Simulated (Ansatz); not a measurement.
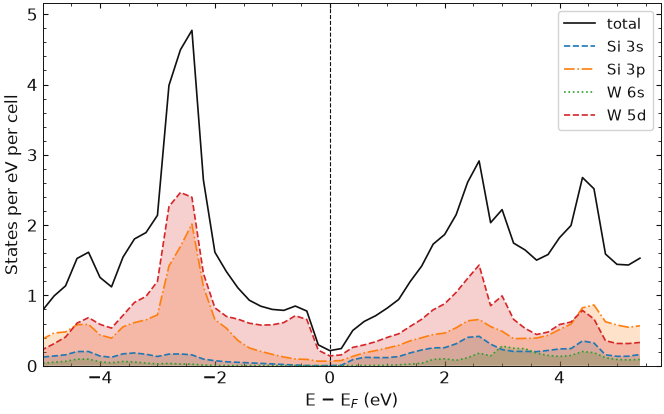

Density of states. Energies are counted from the Fermi level. The partial curves are projected on atomic shells.

The material is Si$_{2}$W, space group I4/mmm, 3 atoms in the cell.

Method: DFT, PBEsol, all-electron LAPW, scalar-relativistic, no spin polarisation, 18×18×18 k mesh, Fermi-Dirac smearing of 0.05 eV (Ansatz 0.2.0).

**Metal or insulator, and how many states lie at the Fermi level?**

It is a metal. The density of states at the Fermi level is about 0.25 per eV and cell (mean within 0.25 eV), or 0.084 per atom.

**Where is the tallest peak in the window, and which states make it?**

The tallest peak in the window is at −2.4 eV; by projected weight it is W 5d (55 %) and Si 3p (40 %).

**Which states dominate at the Fermi level?**

By projected weight, the states within 0.3 eV of the Fermi level are W 5d (70 %) and Si 3p (30 %).

Spin-orbit coupling is left out, which matters for W.
